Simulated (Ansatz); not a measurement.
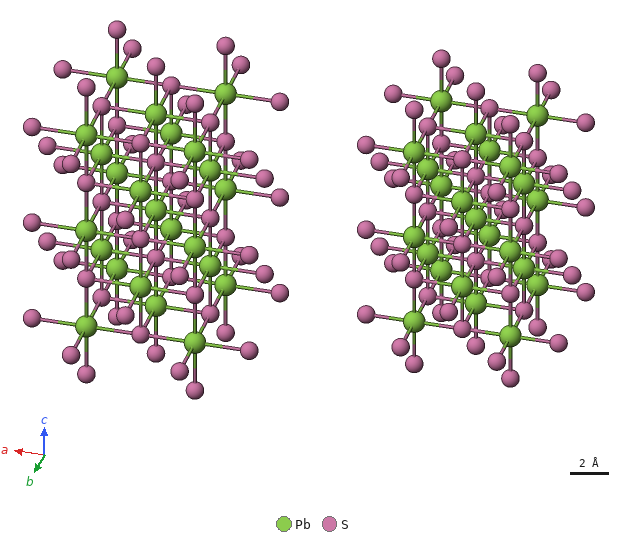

Two geometries of a crystal of PbS (built on the rocksalt type), drawn at one scale. One is the start of a relaxation, the other its converged end. The picture is a ball-and-stick view of the conventional cell (4 times the calculation's cell), repeated 1 × 1 × 2 with one cell outlined, seen from a free direction. Lengths and directions refer to the drawn axes.

These are results of DFT, PBE, plane waves, PAW in Ansatz, not measurements. Settings: plane-wave cutoff 420 eV; k-point mesh 8 × 8 × 8; occupations fermi dirac; smearing width 0.02 eV; no spin polarisation; cell and atoms relaxed; force threshold 0.005 eV/Å.

Q: Which of the two is the end point?

A: The left one is the relaxed one. After 5 accepted moves (7 points after the start) the energy has fallen by 768 meV per atom. All forces vanish by symmetry, so only the cell relaxes. Pressure: 40.87 GPa at the start and 0.03 GPa at the end. At 2 points the geometry stayed and the basis and grid were re-selected for the new cell (energy shift of 3.8 meV per atom at most each time). The atoms keep their places relative to the cell (all moves are under 0.005 Å). The drawn cell changes as follows: a = b = c 5.323 → 6.008 Å (+12.9 %); the volume changes by +43.7 %. Near-neighbour distances that change, for instance: Pb–S 2.662 → 3.004 Å. The space group stays Fm-3m (No. 225). Cost: 1.9 s on 4 threads of Intel(R) Xeon(R) 6975P-C (Granite Rapids), with other jobs on the host, peak memory 0.41 GiB.
